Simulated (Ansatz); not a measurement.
Consider PbS.

Space group Cmc2_1. Spin-orbit coupling, left out here, splits and shifts the levels of such heavy elements, by tenths of an eV up to several eV. The cell comes from a database of computed structures, not from a measurement.

```
CELL_PARAMETERS angstrom
-4.11388 0.00000 0.00000
0.00000 7.13166 0.00000
0.00000 0.00000 -7.55994
ATOMIC_POSITIONS crystal
Pb 0.50000 0.49897 0.51327
Pb 0.00000 0.99897 0.51327
Pb 0.50000 0.50103 0.01327
Pb 0.00000 0.00103 0.01327
S 0.50000 0.83285 0.30753
S 0.00000 0.33285 0.30753
S 0.50000 0.16715 0.80753
S 0.00000 0.66715 0.80753
```

Computed with DFT PBE, scalar-relativistic, plane waves, PAW (Ansatz).

**Which states lie at the band edges, or at the Fermi level if it is a metal?**

It is gapped, with a Kohn–Sham gap of 0.61 eV on the k-point mesh. The top of the valence band: S 3p (70 %), Pb 6s (20 %) and Pb 6p (10 %) by Löwdin projection on a minimal orbital set; in space S about 75 % and Pb about 25 %. The bottom of the conduction band: Pb 6p (75 %) and S 3s (15 %) by Löwdin projection on a minimal orbital set; in space Pb about 55 % and S about 45 %.

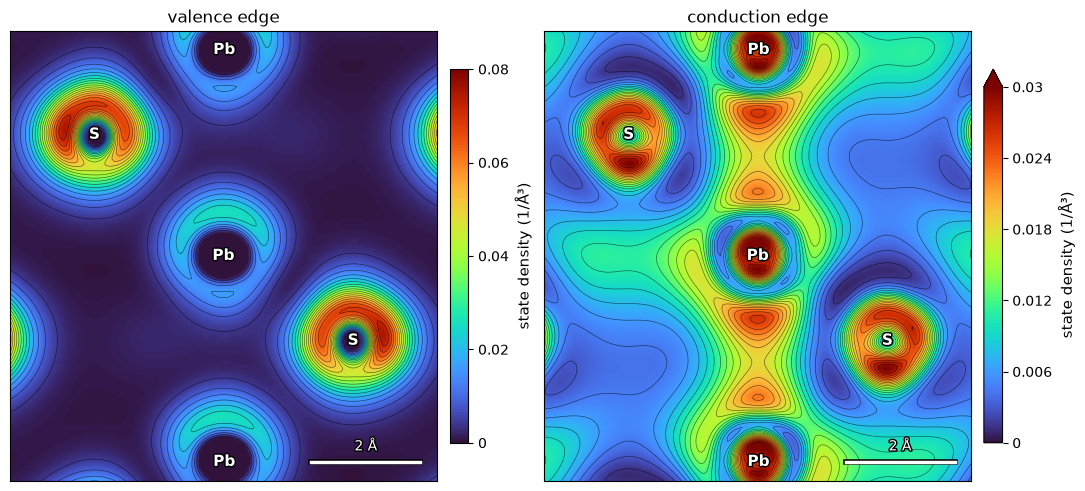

Computed densities of these states (windows −0.6 to 0.0 eV and +0.6 to +1.2 eV about the valence-band maximum) on the (100) plane of the conventional cell.

Core electrons are frozen (PAW), so the fields are smoothed inside the atomic spheres.
